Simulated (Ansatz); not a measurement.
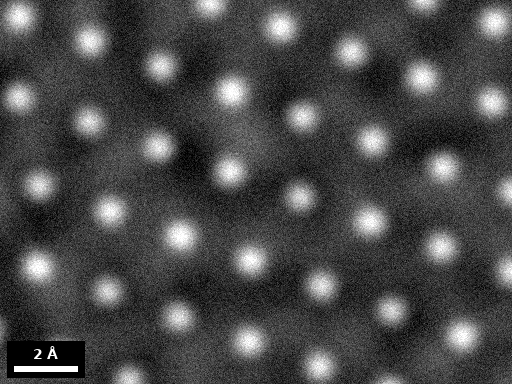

HRTEM-like image of W (P6_3/mmc, No. 194). Simulated in the weak-phase-object approximation with neutral-atom potentials: 200 kV, Cs = −13 µm, defocus +69 Å (negative is underfocus), defocus spread 15 Å, aperture 1.27 1/Å. Shot noise and the speckle of an amorphous layer were added. Atomic positions: the end point of a relaxation with DFT, LDA (PW92), plane waves (420 eV) with PAW, scalar-relativistic (Ansatz 0.2.0); the starting structure was generated, so it need not be a known form of this composition.

```cif
data_structure
_symmetry_space_group_name_H-M 'P 1'
_symmetry_Int_Tables_number 1
_cell_length_a 2.7368
_cell_length_b 2.7368
_cell_length_c 4.8571
_cell_angle_alpha 90.000
_cell_angle_beta 90.000
_cell_angle_gamma 120.000
_cell_volume 31.51
loop_
_atom_site_label
_atom_site_type_symbol
_atom_site_fract_x
_atom_site_fract_y
_atom_site_fract_z
_atom_site_occupancy
W1 W 0.33333 0.66667 0.25000 1
W2 W 0.66667 0.33333 0.75000 1
```

Along which zone axis is the crystal seen: [310], [001], [100] or [201]? (Directions equivalent by symmetry count as one.)

Answer. [100]. The projected cells are 0.90 × 4.86 Å, 90° for [310]; 2.74 × 2.74 Å, 120° for [001]; 2.37 × 4.86 Å, 90° for [100]; 1.82 × 2.54 Å, 111° for [201], and the image repeats as the [100] one does.
